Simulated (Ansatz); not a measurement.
# SiC: geometry relaxation (part 2 of 2)

The same run, continued: SiC (F-43m, 6 atoms in the cell); DFT PBE, scalar-relativistic, plane waves, PAW, no spin polarisation (Ansatz 0.2.0); cutoff 420 eV, 10×10×10 k-mesh, Gaussian smearing of 0.02 eV. The structure derives from a Materials Project entry. It belongs to a series of runs on one base structure; here: 3 of 6 Si sites taken by C, cell and atoms relaxed.

Geometry of the input (Å; fractional positions):
```
0.0000  2.2604  -2.2604
4.5209  0.0000  0.0000
-2.2604  -4.5209  -2.2604
Si 0.1667  0.4167  0.3333
Si 0.5000  0.7500  -0.0000
Si 0.8333  0.0833  0.6667
C  0.3333  0.3333  0.6667
C  0.6667  0.6667  0.3333
C  1.0000  0.0000  1.0000
```

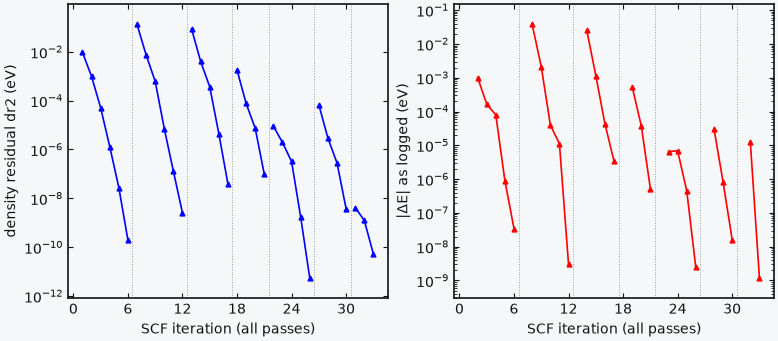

*Convergence of the self-consistent field: density residual dr2 and size of the energy change against the SCF iteration. The dotted lines part the SCF passes of the relaxation: geometry steps, rejected trials and re-solves on a re-selected basis.*

The 7 passes take 3 to 6 iterations each, 33 in all.

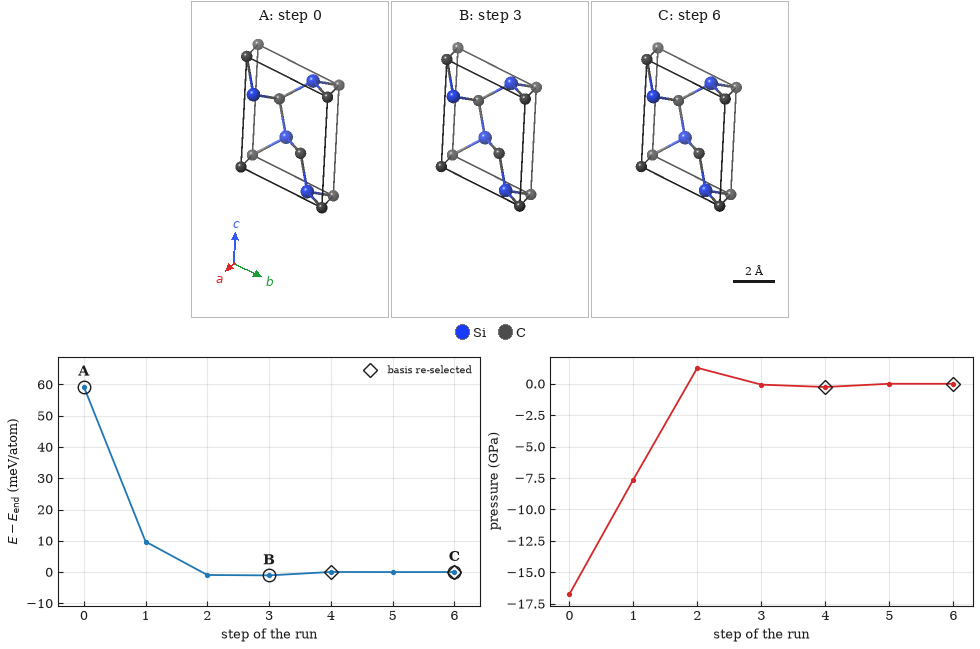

*Frames of the relaxation (ball-and-stick view of the cell of the calculation, seen slightly off an axis) above the curves, on which the letters mark them (the first geometry is step 0 here and step 1 in the log).*

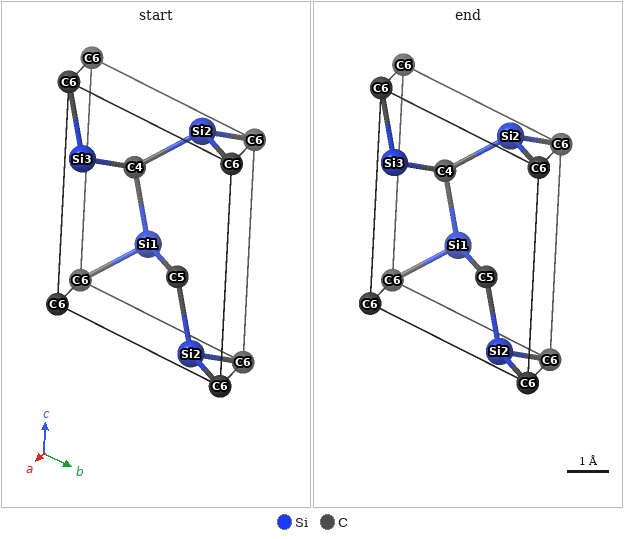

*Before (left) and after (right) the relaxation, at one scale (ball-and-stick view of the cell of the calculation, seen slightly off an axis).*

The atoms keep their places relative to the cell (all moves are under 0.005 Å). The drawn cell changes as follows: a 3.197 → 3.097 Å (−3.1 %), b 4.521 → 4.380 Å (−3.1 %), c 5.537 → 5.364 Å (−3.1 %); the volume changes by −9.1 %. Among the contacts that change: Si1–C4 1.958 → 1.896 Å. The space group stays F-43m (No. 216). Over 4 geometry steps the energy falls by 59.3 meV per atom. The pressure goes from −16.74 to 0.00 GPa. The basis was re-selected once at an unchanged geometry, which shifts the energy a little without any move. The energy change given includes the shifts at the re-selections in mid-walk, which come without any move. A last SCF at the same geometry on a re-selected plane-wave basis shifts the energy by +0.0 meV per atom. (Atoms are counted from 1 in the order of the input.)

```
basis re-selected at this cell: Δ(F+E_penalty+E_count) = +5.857e-5 eV, ΔP = -0.002 GPa vs the last step (what re-selecting the basis moved, of the pressure what is left beyond the Pulay correction that the steps carried, after the strain that the cell walked since its last selection, with what the two solves' SCF thresholds leave and, on support functions, any second-order correction that the steps lacked; it is no measure of the basis error at this ecutwfc). This SCF's stress stands 3.55e-3 GPa from its target on what of the cell is left free (relax.cell.stress_tol is 1.50e-1 GPa) and its largest allowed force component is 1.04e-5 eV/Å (relax.f_tol is 1.50e-2 eV/Å): within both
SCF converged after 3 iterations
Free energy (F): -2661.480776 eV
Harris-Foulkes:  -2661.480776 eV  (|F-HF|=8.64e-12)
Internal energy: -2661.480776 eV  (E = F + TS)
E sigma→0 (E₀):  -2661.480776 eV
Fermi energy:    9.978983 eV
--- Per-component energies (eV) ---
  E_band       = 82.518832
  E_kinetic    = 404.748291
  E_local      = -315.951826  (includes V_loc(G=0)·N_el)
  E_nonlocal   = 154.992627
  E_hartree    = 96.610541
  E_xc         = -315.709981
  E_vxc        = -327.068275  (∫ρ·V_xc dr)
  E_paw        = -1836.063357  (= ΣΔE_a)
  E_vpaw       = -27.423148  (= ΣTr[D̂ρ^β])
  E_aug_tail   = 0.000034  (compensation charges beyond the density's cutoff)
  E_ewald      = -850.107104
  E_smearing   = -0.000000  (= −TS)
  E_closure    = 0.000000  (closes the sum)
  Σ components = -2661.480776   (vs F -2661.480776, Δ=0.00e0)
--- Forces (eV/Å), atoms counted from 1 ---
  atom   1  Si    -0.00000960     0.00000000     0.00000000
  atom   2  Si    -0.00000960     0.00000000     0.00000000
  atom   3  Si    -0.00000960     0.00000000     0.00000000
  atom   4  C      0.00001113    -0.00000000     0.00000000
  atom   5  C      0.00001113    -0.00000000    -0.00000000
  atom   6  C      0.00001113    -0.00000000     0.00000000
  max |Σ_I F_I| component: 4.56e-6 eV/Å
--- Stress (GPa, compression-positive) ---
       -0.002999      -0.000000       0.000000
       -0.000000      -0.003275       0.000270
        0.000000       0.000270      -0.003275
  P = ⅓ Tr σ = -0.0032 GPa (-0.032 kbar)
--- Band table (eV; the first three rows and the last of 171) ---
  k-point 0: bands = ["-5.9945", "-1.4297", "-1.4297", "2.2893", "2.2893", "3.7308", "3.7308", "7.1375", "7.1375", "9.2924", "9.2925", "9.2925", "13.0956", "13.0956", "15.3321", "16.4992", "16.4993", "16.4994"]
  k-point 1: bands = ["-5.9371", "-1.9844", "-1.0965", "2.1005", "2.5896", "3.7450", "4.0949", "6.7967", "7.5197", "9.0028", "9.1759", "9.2869", "12.5237", "13.7276", "15.4882", "16.4738", "16.5354", "16.6729"]
  k-point 2: bands = ["-5.7657", "-2.6596", "-0.9841", "1.9045", "3.0758", "4.2320", "4.6654", "6.5156", "7.9189", "8.2759", "8.8360", "9.2646", "11.9938", "14.4136", "15.7771", "15.9212", "16.4301", "16.6405"]
  k-point 170: bands = ["-2.2929", "-2.0634", "-0.8546", "1.0456", "1.2942", "2.2933", "4.2633", "4.8412", "6.2983", "7.2112", "7.4820", "7.9099", "14.4715", "14.6929", "14.9287", "15.9551", "16.1665", "17.3122"]
--- Relaxed structure (5 steps of the walk, 5 accepted, 2 SCFs on fresh bases) ---
  F+E_penalty+E_count = -2661.48077626 eV   max|allowed force component| = 1.036e-5 eV/Å   (the final SCF, on the basis selected at the relaxed cell)
  cell:  # Å, volume = 63.0103 Å³
    - [1.1565941523654931e-32, 2.1898964927007563, -2.1898964927007563]
    - [4.379724483394968, 1.6772602484475535e-32, -6.359280562834326e-33]
    - [-2.189862241697484, -4.3797649865409385, -2.1898684938401827]
  atoms:
    - { symbol: Si, position: [0.16666666666666666, 0.4166673753908803, 0.3333333333333333] }
    - { symbol: Si, position: [0.5, 0.7500007087242139, 0.0] }
    - { symbol: Si, position: [0.8333333333333333, 0.08333404205754699, 0.6666666666666667] }
    - { symbol: C, position: [0.3333333333333333, 0.3333326246091196, 0.6666666666666666] }
    - { symbol: C, position: [0.6666666666666667, 0.666665957942453, 0.3333333333333333] }
    - { symbol: C, position: [1.0, -7.087242137049365e-7, 1.0] }
```

Trajectory as extended XYZ (Å, eV, eV/Å), 7 frames, from step=1 to step=7
```
6
Lattice="0.0000 2.2604 -2.2604 4.5209 0.0000 0.0000 -2.2604 -4.5209 -2.2604" Properties=species:S:1:pos:R:3:forces:R:3 step=1 energy=-2661.12505 pressure_GPa=-16.74
Si    1.1302   -1.1302   -1.1302    0.0000   0.0000   0.0000
Si    3.3906    1.1302   -1.1302    0.0000   0.0000   0.0000
Si   -1.1302   -1.1302   -3.3906    0.0000   0.0000   0.0000
C     0.0000   -2.2604   -2.2604    0.0000   0.0000   0.0000
C     2.2604    0.0000   -2.2604    0.0000   0.0000   0.0000
C    -2.2604   -2.2604   -4.5209    0.0000   0.0000   0.0000
6
Lattice="0.0000 2.2188 -2.2188 4.4375 0.0000 0.0000 -2.2187 -4.4375 -2.2187" Properties=species:S:1:pos:R:3:forces:R:3 step=2 energy=-2661.42242 pressure_GPa=-7.62
Si    1.1094   -1.1094   -1.1094    0.0000   0.0000   0.0000
Si    3.3281    1.1094   -1.1094    0.0000   0.0000   0.0000
Si   -1.1094   -1.1094   -3.3281    0.0000   0.0000   0.0000
C     0.0000   -2.2188   -2.2188    0.0000   0.0000   0.0000
C     2.2187    0.0000   -2.2188    0.0000   0.0000   0.0000
C    -2.2187   -2.2187   -4.4375    0.0000   0.0000   0.0000
6
Lattice="0.0000 2.1862 -2.1862 4.3725 0.0000 0.0000 -2.1862 -4.3725 -2.1862" Properties=species:S:1:pos:R:3:forces:R:3 step=3 energy=-2661.48643 pressure_GPa=1.27
Si    1.0931   -1.0931   -1.0931    0.0000   0.0000   0.0000
Si    3.2793    1.0931   -1.0931    0.0000   0.0000   0.0000
Si   -1.0931   -1.0931   -3.2794    0.0000   0.0000   0.0000
C     0.0000   -2.1862   -2.1862    0.0000   0.0000   0.0000
C     2.1862    0.0000   -2.1862    0.0000   0.0000   0.0000
C    -2.1862   -2.1862   -4.3725    0.0000   0.0000   0.0000
6
Lattice="0.0000 2.1908 -2.1908 4.3815 0.0000 0.0000 -2.1907 -4.3815 -2.1907" Properties=species:S:1:pos:R:3:forces:R:3 step=4 energy=-2661.48720 pressure_GPa=-0.07
Si    1.0954   -1.0954   -1.0954    0.0000   0.0000   0.0000
Si    3.2861    1.0954   -1.0954    0.0000   0.0000   0.0000
Si   -1.0954   -1.0954   -3.2861    0.0000   0.0000   0.0000
C     0.0000   -2.1908   -2.1908    0.0000   0.0000   0.0000
C     2.1907    0.0000   -2.1908    0.0000   0.0000   0.0000
C    -2.1907   -2.1907   -4.3815    0.0000   0.0000   0.0000
6
Lattice="0.0000 2.1908 -2.1908 4.3815 0.0000 0.0000 -2.1907 -4.3815 -2.1907" Properties=species:S:1:pos:R:3:forces:R:3 step=5 energy=-2661.48064 pressure_GPa=-0.26
Si    1.0954   -1.0954   -1.0954    0.0000   0.0000   0.0000
Si    3.2861    1.0954   -1.0954    0.0000   0.0000   0.0000
Si   -1.0954   -1.0954   -3.2861    0.0000   0.0000   0.0000
C     0.0000   -2.1908   -2.1908    0.0000   0.0000   0.0000
C     2.1907    0.0000   -2.1908    0.0000   0.0000   0.0000
C    -2.1907   -2.1907   -4.3815    0.0000   0.0000   0.0000
6
Lattice="0.0000 2.1899 -2.1899 4.3797 0.0000 0.0000 -2.1899 -4.3798 -2.1899" Properties=species:S:1:pos:R:3:forces:R:3 step=6 energy=-2661.48083 pressure_GPa=-0.00
Si    1.0949   -1.0949   -1.0949    0.0000   0.0000   0.0000
Si    3.2848    1.0949   -1.0949    0.0000   0.0000   0.0000
Si   -1.0949   -1.0949   -3.2848    0.0000   0.0000   0.0000
C     0.0000   -2.1899   -2.1899    0.0000   0.0000   0.0000
C     2.1899    0.0000   -2.1899    0.0000   0.0000   0.0000
C    -2.1899   -2.1899   -4.3798    0.0000   0.0000   0.0000
6
Lattice="0.0000 2.1899 -2.1899 4.3797 0.0000 0.0000 -2.1899 -4.3798 -2.1899" Properties=species:S:1:pos:R:3:forces:R:3 step=7 energy=-2661.48078 pressure_GPa=-0.00
Si    1.0949   -1.0949   -1.0949    0.0000   0.0000   0.0000
Si    3.2848    1.0949   -1.0949    0.0000   0.0000   0.0000
Si   -1.0949   -1.0949   -3.2848    0.0000   0.0000   0.0000
C     0.0000   -2.1899   -2.1899    0.0000   0.0000   0.0000
C     2.1899    0.0000   -2.1899    0.0000   0.0000   0.0000
C    -2.1899   -2.1899   -4.3798    0.0000   0.0000   0.0000
```
